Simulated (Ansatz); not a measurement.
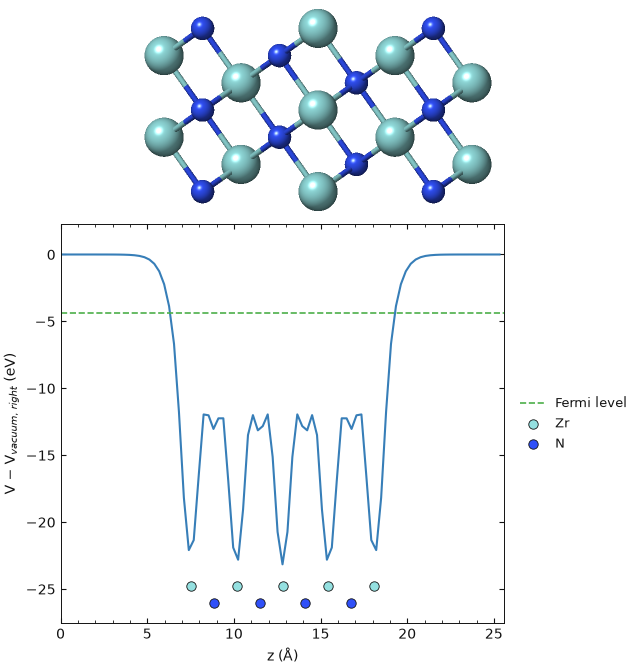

Plane-averaged electrostatic potential energy of an electron across the slab; circles at the bottom mark the heights of the atoms. The structure is drawn too.

System: a (111) slab cut from ZrN (Fm-3m), unrelaxed, of composition Zr5N4 (not the bulk's), ended by Zr planes, 9 atoms in the cell.

Level of theory: DFT PBE, scalar-relativistic, plane waves, PAW, no spin polarisation, 12×12×1 k mesh, 420 eV cutoff; code Ansatz.

What is the work function?

Answer. The work function is 4.38 eV, the same on both faces. The two vacuum levels agree, so the slab has no net dipole along its normal.

How thick are slab and vacuum?

Answer. The outermost atoms are 10.6 Å apart, which leaves 15.0 Å of vacuum in a cell 25.6 Å high.

The atoms aren't at rest in this cell (largest force 0.7 eV/Å), so the relaxed material can differ.
